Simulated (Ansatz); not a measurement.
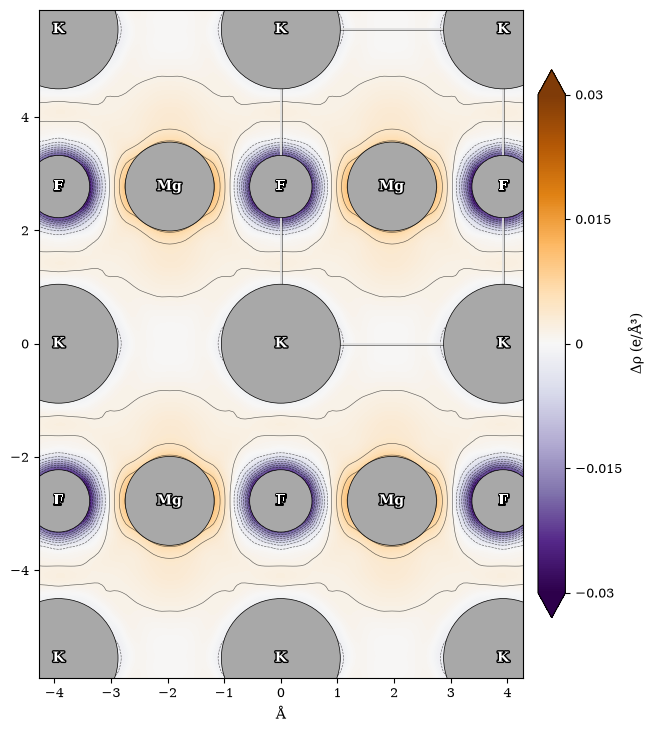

KMgF3. Difference of the valence pseudo-densities of two functionals at the same geometry, on the (101̄) plane of the calculation cell: PBE less r2SCAN.

Both computed with Ansatz (plane waves, PAW), on the same k-point mesh. Grey discs cover the atomic cores.

```yaml
crystal:
  lattice:
    - [3.92422, 0.00000, 0.00000]
    - [0.00000, 3.92422, 0.00000]
    - [0.00000, 0.00000, 3.92422]
  atoms:
    - { symbol: K, position: [0.50000, 0.50000, 0.50000] }
    - { symbol: Mg, position: [0.00000, 0.00000, 0.00000] }
    - { symbol: F, position: [0.50000, 0.00000, 0.00000] }
    - { symbol: F, position: [0.00000, 0.50000, 0.00000] }
    - { symbol: F, position: [0.00000, 0.00000, 0.50000] }
```

Where does the change of functional move the electrons?

Against r2SCAN, PBE gives less density around F (−0.010 e/Å³ on average at 0.7 Å from the nucleus) and a change of +0.004 e/Å³ at the midpoint of Mg–F.
